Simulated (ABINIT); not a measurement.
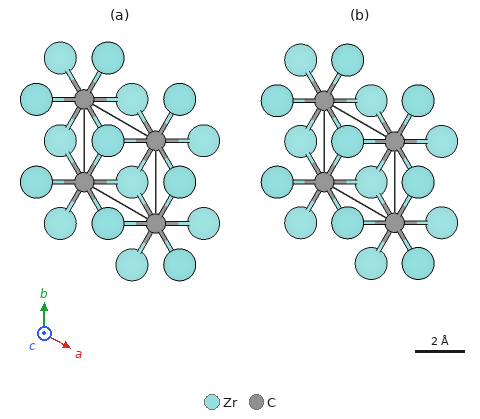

The structure of solid ZrC (set up in P6_3/mmc) before (left) and after (right) a relaxation, at one scale.

The picture is a ball-and-stick view of the cell of the calculation, seen along the c axis.

The run lets cell and atoms move.

Theory: Kohn-Sham DFT of a periodic cell, PBEsol, Ansatz PAW PBE default generated set, frozen core (ABINIT).

Input file:
```
pp_dirpath "./"
pseudos "Zr.GGA_PBE-ansatz.xml, C.GGA_PBE-ansatz.xml"

acell 3*1.0 Angstrom
rprim
     3.3914762718     0.0000000000     0.0000000000
    -1.6957381359     2.9371046077     0.0000000000
     0.0000000000     0.0000000000     5.2900530000
ntypat 2
znucl 40 6
natom 4
typat 1 1 2 2
chkprim 0
chksymtnons 0
tolsym 1.0e-6
xred
            2/3            1/3            3/4
            1/3            2/3            1/4
            0.0            0.0            1/2
            0.0            0.0            0.0

ecut 15.4
pawecutdg 30.8
pawxcdev 0
pawovlp -1
ecutsm 0.5

kptopt 1
ngkpt 7 7 4
nshiftk 1
shiftk 0.0 0.0 0.0

ixc -116133

nband 20
occopt 3
tsmear 0.00183747

nstep 80
tolvrs 1.0e-10

iomode 3
prteig 0
prtebands 0
prtwf 0
prtden 0

ionmov 2
optcell 2
ntime 50
tolmxf 2.0e-5
dilatmx 1.08
```

Command:
```bash
mpirun --bind-to none -np 4 abinit run.abi > log 2>&1
```

Question: Summarise the run.

Answer: No atom moves by more than 0.005 Å relative to the cell. Cell: a = b 3.391 → 3.335 Å (−1.7 %), c 5.290 → 5.277 Å (−0.3 %). Volume −3.5 %. Near-neighbour distances that change, for instance: Zr–Zr 3.391 → 3.335 Å, C–Zr 2.363 → 2.334 Å, Zr–Zr 3.291 → 3.266 Å. The space group stays P6_3/mmc (No. 194). After 5 geometry steps the energy has fallen by 52.6 meV per cell of the calculation. All forces vanish by symmetry, so only the cell relaxes. The pressure goes from −7.84 to 0.00 GPa. The run took 97 s on 4 threads of Arm Neoverse V2, on a shared host, peak memory 0.8 GiB.
